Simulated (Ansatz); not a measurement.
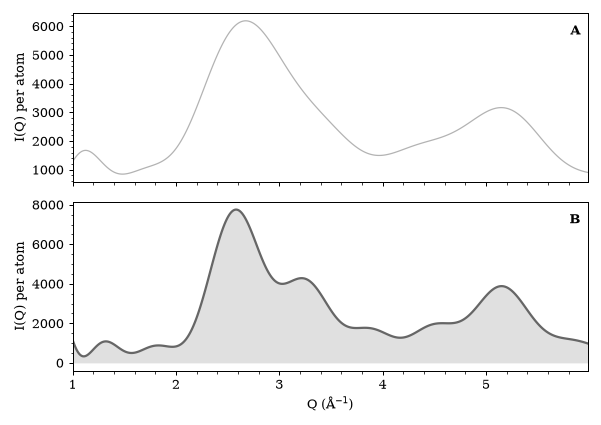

X-ray scattering of spheres cut from the crystal structure of W (P6_3/mmc, a = 2.776 Å, b = 2.776 Å, c = 20.408 Å, α = 90.00°, β = 90.00°, γ = 120.00°), calculated atom by atom with the Debye equation (B = 0.5 Å², no relaxation of the surface). It is based on the geometry relaxed with DFT PBE, scalar-relativistic, plane waves, PAW in Ansatz; the starting structure was generated, so it need not be a known form of this composition.

The spheres are 10 and 14 Å across. Which curve is which?

curve A: 10 Å (32 atoms); curve B: 14 Å (83 atoms). Peak widths go roughly as 2π/D, so the largest sphere has the sharpest peaks.
